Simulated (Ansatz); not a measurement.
## Al₃Cu₂: single-point calculation (part 1 of 2)

System: Al₃Cu₂ (disordered cell, 20 atoms in the cell).
Method: DFT PBEsol, scalar-relativistic, plane waves, PAW, no spin polarisation (Ansatz 0.2.0).

It belongs to a series of runs on one base structure; here: last frame at 1720 K on a finer mesh. Figures and captions count atoms from 1; the log counts them from 0 in places.

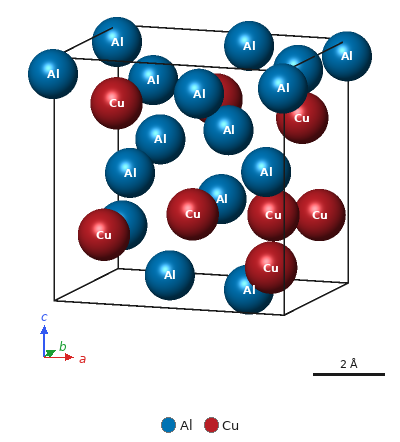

**Figure 1.** The input geometry (spheres-only view of the cell of the calculation, seen slightly off an axis). An atom can appear more than once, as a periodic image.

## The input
```yaml
crystal:
  lattice:
    - [6.892192, -0.185464, -0.060055]
    - [-0.185464, 6.973898, 0.006784]
    - [-0.060055, 0.006784, 7.002285]
  atoms:
    - { symbol: Al, position: [0.5869383187, 0.1535807017, 0.8642322489] }
    - { symbol: Al, position: [0.2144969685, 0.8880920476, 0.5581344178] }
    - { symbol: Al, position: [0.9989407166, 0.984696441, 0.9324111951] }
    - { symbol: Al, position: [0.5227593833, 0.7366434208, 0.3511892691] }
    - { symbol: Al, position: [0.9242417533, 0.4895630533, 0.9377741069] }
    - { symbol: Al, position: [0.6287706762, 0.4643591669, 0.6759949086] }
    - { symbol: Al, position: [0.8905548447, 0.1123858858, 0.5664304265] }
    - { symbol: Al, position: [0.6569334436, 0.6849021597, 0.9946179242] }
    - { symbol: Al, position: [0.2162272989, 0.407928061, 0.4838006662] }
    - { symbol: Al, position: [0.1272600854, 0.6086266098, 0.2367761369] }
    - { symbol: Al, position: [0.4036197253, 0.3582967865, 0.0812178842] }
    - { symbol: Al, position: [0.2547299727, 0.6317906534, 0.8374502399] }
    - { symbol: Cu, position: [0.9082444618, 0.88379881, 0.2890173003] }
    - { symbol: Cu, position: [0.8900133744, 0.19289943, 0.1632963782] }
    - { symbol: Cu, position: [0.1964684276, 0.0722423542, 0.2730923849] }
    - { symbol: Cu, position: [0.8563414845, 0.7988016992, 0.6962610662] }
    - { symbol: Cu, position: [0.2053474073, 0.2358476439, 0.791624536] }
    - { symbol: Cu, position: [0.4765815324, 0.8239277945, 0.7452461432] }
    - { symbol: Cu, position: [0.8087235595, 0.5210151288, 0.3308238109] }
    - { symbol: Cu, position: [0.5337739883, 0.2465495627, 0.3538302079] }
basis:
  ecutwfc: 420
kpoints:
  mp_grid: { grid: [4, 3, 3] }
hamiltonian:
  xc: pbesol
scf:
  occupations: { method: fermi_dirac, width: 0.1482 }
output:
  forces: true
  stress: true
  eigenvalues: true
  populations: true
  write_density: true
  write_potential: true
  elf: true
  volumetric_format: npy
```

Command:
```bash
ansatz run input.yaml --threads 2 --pin off --max-ram 5120MiB --backend cpu --events-out ev --progress --plain --runs-dir out
```

## Log
```
band count auto-derived: 116 (N_el = 188.0; filled up to band 94; 114 by the electrons, moments and atoms)
Engine: ansatz 0.2.0, x86_64-unknown-linux-gnu
Pseudopotentials: kind: paw
Pseudopotential: Al, paw, valence charge 3, recommended cutoff 420 eV (normal), Al.paw.azcp
Pseudopotential: Cu, paw, valence charge 19, recommended cutoff 420 eV (normal), Cu.paw.azcp
Functional definition: PBEsol
  exchange = pbesol_x
  correlation = pbesol_c
Crystal: 20 atoms, lattice volume = 336.302 Å³
Basis set: ecut = 420 eV, 6583 PW (Γ), exchange–correlation on 96×96×96 points (8 copies of the dense FFT grid, shifted against one another)
Bands: 116, of which v1, the nominal top of the filled ones, is band 94 counted from 1 (93 counted from 0)
Symmetry: 1 space group operations
Space group: P1 (ITA 1), of the structure as read, at distance tolerance 7.0e-5 Å
k-points: 19 of 36 (time reversal used)
Non-local potential: Al, projectors of the file, l = 0: 2, l = 1: 2, l = 2: 1
Non-local potential: Cu, projectors of the file, l = 0: 3, l = 1: 2, l = 2: 3, l = 3: 1
PAW form: soft (Blöchl's): semilocal exchange-correlation on the pseudo side does not see the compensation charge
PAW frozen core: Al, regenerated for the run's functional, and the local potential with it (the file was generated under x = pbe(κ = 0.804, μ = 0.2195149727645171), c = pbe(β = 0.06672455060314922))
PAW frozen core: Cu, regenerated for the run's functional, and the local potential with it (the file was generated under x = pbe(κ = 0.804, μ = 0.2195149727645171), c = pbe(β = 0.06672455060314922))
PAW one-centre angular grid: Al, 110 points (default); XC on 64 Gauss nodes
PAW one-centre angular grid: Cu, 590 points (default); XC on 64 Gauss nodes
Initial density: superposition of atomic densities (neutral atoms: chi_scale 0, normalization atom), corrected by the library's trained network
Initial wavefunctions: pseudopotential atomic-orbital guess
Functional: x = pbesol(κ = 0.804, μ = 0.12345679012345678), c = pbesol(β = 0.046)
SCF iter   1: F=—  HF=-58999.355386 eV  |F-HF|=—  |Δ(HF+E_count)|=         —  Δρ=8.64e-3  dr2=1.47e-1  ethr=1.77e-3  ⟨swp⟩=7.2  Hψ=9340  notcnv=0  defer=7
preconditioner: auto → Kerker (q_TF=auto, 2.476 Å⁻¹)  [metal: Δε(μ)=0.011 eV  Ē_g=6.341 eV  σ=0.148 eV  W_gap=0.02  n_scr=80 (ndim 8)  ℏωp=22.5 eV  f_vac=0.000  D(μ)=7.67/eV (n_scr^D=50)]
SCF iter   2: F=—  HF=-58999.327735 eV  |F-HF|=—  |Δ(HF+E_count)|=   2.77e-2  Δρ=1.47e-3  dr2=1.49e-2  ethr=7.84e-5  ⟨swp⟩=2.0  Hψ=3441  notcnv=0  defer=6
SCF iter   3: F=—  HF=-58999.325343 eV  |F-HF|=—  |Δ(HF+E_count)|=   2.39e-3  Δρ=1.20e-3  dr2=7.30e-3  ethr=7.93e-6  ⟨swp⟩=2.0  Hψ=3256  notcnv=0  defer=6
SCF iter   4: F=—  HF=-58999.323951 eV  |F-HF|=—  |Δ(HF+E_count)|=   1.39e-3  Δρ=5.98e-4  dr2=1.67e-3  ethr=3.89e-6  ⟨swp⟩=2.3  Hψ=3195  notcnv=0  defer=6
SCF iter   5: F=—  HF=-58999.323625 eV  |F-HF|=—  |Δ(HF+E_count)|=   3.26e-4  Δρ=2.13e-4  dr2=2.13e-4  ethr=8.88e-7  ⟨swp⟩=2.0  Hψ=3180  notcnv=0  defer=6
SCF iter   6: F=—  HF=-58999.323587 eV  |F-HF|=—  |Δ(HF+E_count)|=   3.75e-5  Δρ=4.09e-5  dr2=1.37e-5  ethr=1.13e-7  ⟨swp⟩=2.3  Hψ=3482  notcnv=0  defer=6
SCF iter   7: F=—  HF=-58999.323685 eV  |F-HF|=—  |Δ(HF+E_count)|=   9.75e-5  Δρ=1.75e-5  dr2=1.80e-6  ethr=7.27e-9  ⟨swp⟩=2.1  Hψ=3335  notcnv=0  defer=6
SCF iter   8: F=—  HF=-58999.323685 eV  |F-HF|=—  |Δ(HF+E_count)|=   1.20e-7  Δρ=2.09e-5  dr2=1.08e-6  ethr=9.56e-10  ⟨swp⟩=2.0  Hψ=3771  notcnv=0  defer=6
SCF iter   9: F=—  HF=-58999.323685 eV  |F-HF|=—  |Δ(HF+E_count)|=   2.43e-7  Δρ=4.53e-6  dr2=1.05e-7  ethr=5.72e-10  ⟨swp⟩=2.0  Hψ=3811  notcnv=0  defer=6
SCF iter  10: F=-58999.323685 eV  HF=-58999.323685 eV  |F-HF|=4.21e-9  |Δ(HF+E_count)|=   9.47e-9  Δρ=1.07e-6  dr2=9.26e-9  ethr=5.32e-11  ⟨swp⟩=10.5  Hψ=13274  notcnv=0
SCF 1 converged in 10 iterations: F = -58999.323685 eV  dr2 = 9.26e-9
  greatest PAW one-centre occupation: 1.000 electrons in one spin orbital (limit 2), on the Cu atom at site 19 (counted from 0), in its partial waves of l = 0
```

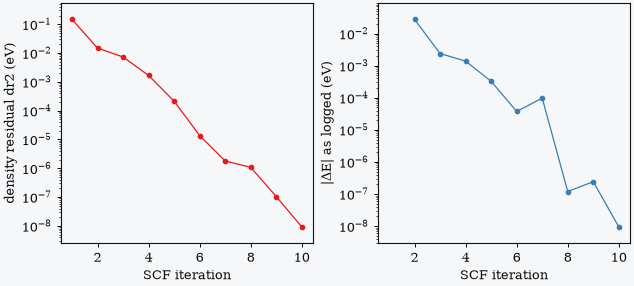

**Figure 2.** Convergence of the self-consistent field: density residual dr2 and size of the energy change against the SCF iteration. The residual falls at every step.

```
SCF converged after 10 iterations
Free energy (F): -58999.323685 eV
Harris-Foulkes:  -58999.323685 eV  (|F-HF|=4.21e-9)
Internal energy: -58998.759973 eV  (E = F + TS)
E sigma→0 (E₀):  -58999.041829 eV
Entropy (-TS):   -0.563712 eV (-28.186 meV/atom)
Fermi energy:    8.813810 eV
--- Per-component energies (eV) ---
  E_band       = -3976.246554
  E_kinetic    = 2663.158894
  E_local      = -50873.428895  (includes V_loc(G=0)·N_el)
  E_nonlocal   = 3257.158479
  E_hartree    = 22938.366381
  E_xc         = -1175.332764
  E_vxc        = -1260.079789  (∫ρ·V_xc dr)
  E_paw        = -18467.485396  (= ΣΔE_a)
  E_vpaw       = -3639.795889  (= ΣTr[D̂ρ^β])
  E_aug_tail   = 0.002009  (compensation charges beyond the density's cutoff)
  E_ewald      = -17343.077966
  E_core_change = 1.879286  (= ΣΔE_core)
  E_smearing   = -0.563712  (= −TS)
  E_closure    = 0.000000  (closes the sum)
  Σ components = -58999.323685   (vs F -58999.323685, Δ=0.00e0)
--- Forces (eV/Å), atoms counted from 1 ---
  atom   1  Al     0.66510274    -1.47991136    -0.08647163
  atom   2  Al    -0.77402689     0.37214365    -0.30409307
  atom   3  Al     0.40406330    -0.12036863     0.76670381
  atom   4  Al     0.06674249     0.18971775     0.65394594
  atom   5  Al     0.76234514    -1.88687647    -0.34270070
  atom   6  Al    -0.29737854     0.57713065    -1.45364430
  atom   7  Al    -0.17654708     1.18606757    -0.60871275
  atom   8  Al    -0.99985599     1.39540056     1.03273812
  atom   9  Al     0.71286940    -1.69315192     1.26904043
  atom  10  Al     0.36919860     1.95471179    -1.55630777
  atom  11  Al    -0.98078202     0.68373680     0.29159729
  atom  12  Al    -1.38599587    -1.80544873     1.01683452
  atom  13  Cu    -0.66562796    -1.20887444     0.34980544
  atom  14  Cu    -0.93031110     1.36760202     0.44118210
  atom  15  Cu     0.92101752     0.63755357    -0.37991165
  atom  16  Cu    -0.54795119    -1.45953750    -0.76958351
  atom  17  Cu     0.15765645     0.42977690    -0.21557874
  atom  18  Cu     2.68300362     1.57753382    -1.18099586
  atom  19  Cu    -0.66801124    -0.35685575    -0.06227414
  atom  20  Cu     0.68449698    -0.36036427     1.13843990
  max |Σ_I F_I| component: 1.40e-5 eV/Å
--- Stress (GPa, compression-positive) ---
       -3.278186      -0.502263      -0.085866
       -0.502263      -1.317994      -2.783837
       -0.085866      -2.783837      -1.803259
  P = ⅓ Tr σ = -2.1331 GPa (-21.331 kbar)
--- Band table (eV; the first three rows and the last of 19) ---
  k-point 0: bands = ["-104.5710", "-104.2642", "-104.0333", "-103.9938", "-103.8496", "-103.7478", "-103.7306", "-103.6143", "-62.1915", "-62.1361", "-61.9333", "-61.8744", "-61.7910", "-61.6832", "-61.6131", "-61.5843", "-61.5596", "-61.5079", "-61.4877", "-61.4777", "-61.4564", "-61.3677", "-61.3405", "-61.3215", "-61.2976", "-61.2828", "-61.2642", "-61.2546", "-61.1911", "-61.1505", "-61.0982", "-61.0685", "-1.1746", "1.1863", "1.3683", "1.7431", "1.8269", "2.1544", "2.6926", "3.3877", "3.7653", "3.7851", "3.8353", "4.0635", "4.2526", "4.2773", "4.4331", "4.4708", "4.5851", "4.7253", "4.7734", "4.7788", "4.8657", "4.9201", "4.9431", "4.9872", "5.0480", "5.1073", "5.1614", "5.1649", "5.2201", "5.2726", "5.3723", "5.3928", "5.4273", "5.4494", "5.4671", "5.5219", "5.5766", "5.6156", "5.7081", "5.7598", "5.8124", "5.8814", "5.8961", "5.9518", "6.0008", "6.0249", "6.0722", "6.0901", "6.1732", "6.2387", "6.3263", "6.3410", "6.4543", "6.5006", "6.5413", "6.7830", "6.8804", "7.0595", "7.2988", "8.1424", "8.1873", "8.5297", "8.8685", "9.0524", "9.2916", "9.6058", "9.9882", "11.0126", "11.2905", "11.4199", "11.6355", "11.6922", "12.0270", "12.7607", "13.0229", "13.1536", "13.4765", "13.5315", "13.6569", "13.8772", "13.9490", "14.0251", "14.1443", "14.3252"]
  k-point 1: bands = ["-104.5710", "-104.2642", "-104.0333", "-103.9938", "-103.8496", "-103.7478", "-103.7306", "-103.6143", "-62.1915", "-62.1361", "-61.9333", "-61.8744", "-61.7910", "-61.6832", "-61.6131", "-61.5843", "-61.5596", "-61.5079", "-61.4877", "-61.4777", "-61.4564", "-61.3676", "-61.3405", "-61.3215", "-61.2976", "-61.2828", "-61.2642", "-61.2546", "-61.1911", "-61.1505", "-61.0982", "-61.0685", "-0.8810", "0.1769", "1.6129", "1.9963", "2.0625", "2.4973", "2.6175", "3.0888", "3.2832", "3.5833", "3.8144", "4.0264", "4.2186", "4.3274", "4.4504", "4.5902", "4.6268", "4.6793", "4.7227", "4.8232", "4.8494", "4.9550", "4.9840", "4.9915", "5.0455", "5.0978", "5.1479", "5.1923", "5.2375", "5.2986", "5.3431", "5.3837", "5.4405", "5.4711", "5.5094", "5.5511", "5.5744", "5.6440", "5.6788", "5.7121", "5.7583", "5.8358", "5.8712", "5.9661", "6.0134", "6.0444", "6.1255", "6.1691", "6.2066", "6.2776", "6.3383", "6.4296", "6.5130", "6.6744", "6.7973", "7.1576", "7.2708", "7.4670", "7.7098", "7.8842", "8.1152", "8.2534", "8.4001", "9.0058", "10.2364", "10.3780", "10.4571", "10.7965", "10.9673", "11.1698", "11.2826", "11.3948", "11.6809", "11.8187", "12.1656", "12.3458", "12.5395", "12.8368", "12.9494", "13.3637", "13.6113", "13.7770", "13.9225", "14.0486"]
```
